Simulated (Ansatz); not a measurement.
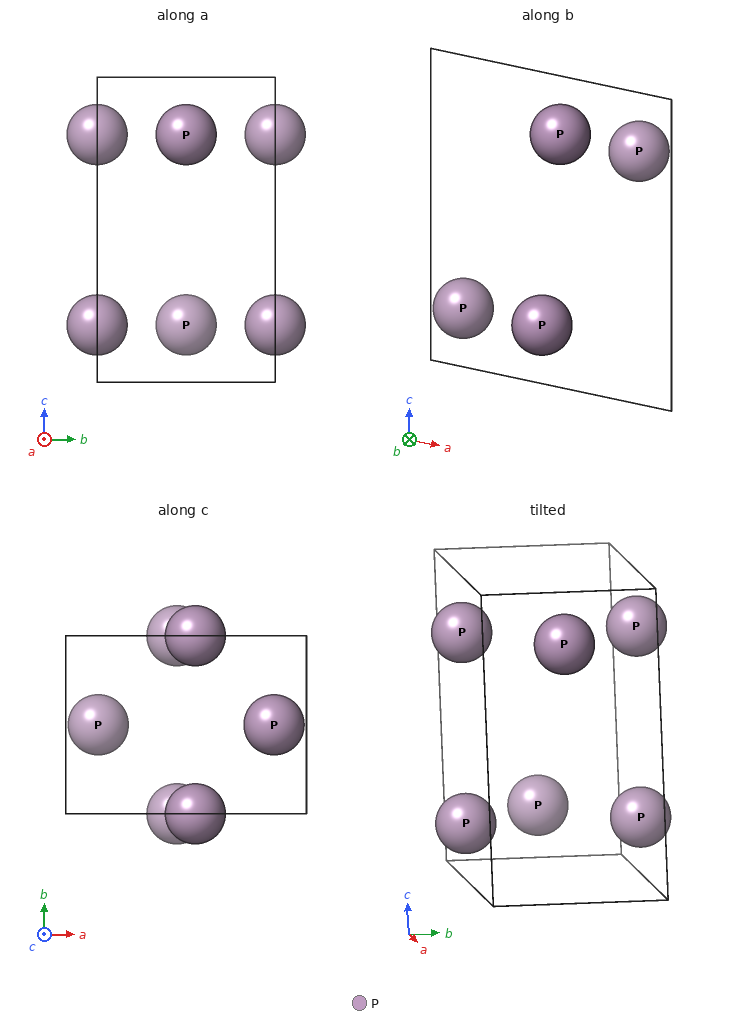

We look at a spheres-only model of the crystal along the a axis, along the b axis, along the c axis and slightly off an axis. Atoms at the boundary of the conventional unit cell (the box) are drawn once for each face, edge or corner they touch.

Lattice parameters: a = 4.5641 Å, b = 3.3038 Å, c = 5.7807 Å, α = 90.000°, β = 102.020°, γ = 90.000°.

Transcribe the picture into a CIF in P1 with every atom of the cell, with free fractional coordinates to two decimals.

Answer.
```cif
data_structure
_symmetry_space_group_name_H-M 'P 1'
_symmetry_Int_Tables_number 1
_cell_length_a 4.5641
_cell_length_b 3.3038
_cell_length_c 5.7807
_cell_angle_alpha 90.000
_cell_angle_beta 102.020
_cell_angle_gamma 90.000
_cell_volume 85.26
loop_
_atom_site_label
_atom_site_type_symbol
_atom_site_fract_x
_atom_site_fract_y
_atom_site_fract_z
_atom_site_occupancy
P1 P 0.54 0.00 0.81 1
P2 P 0.13 0.50 0.19 1
P3 P 0.46 0.00 0.19 1
P4 P 0.87 0.50 0.81 1
```

The model was built from a structure type filled with this element by a generator (whether the element takes this form wasn't checked). It was relaxed at fixed volume with DFT PBE, scalar-relativistic, plane waves, PAW (Ansatz).
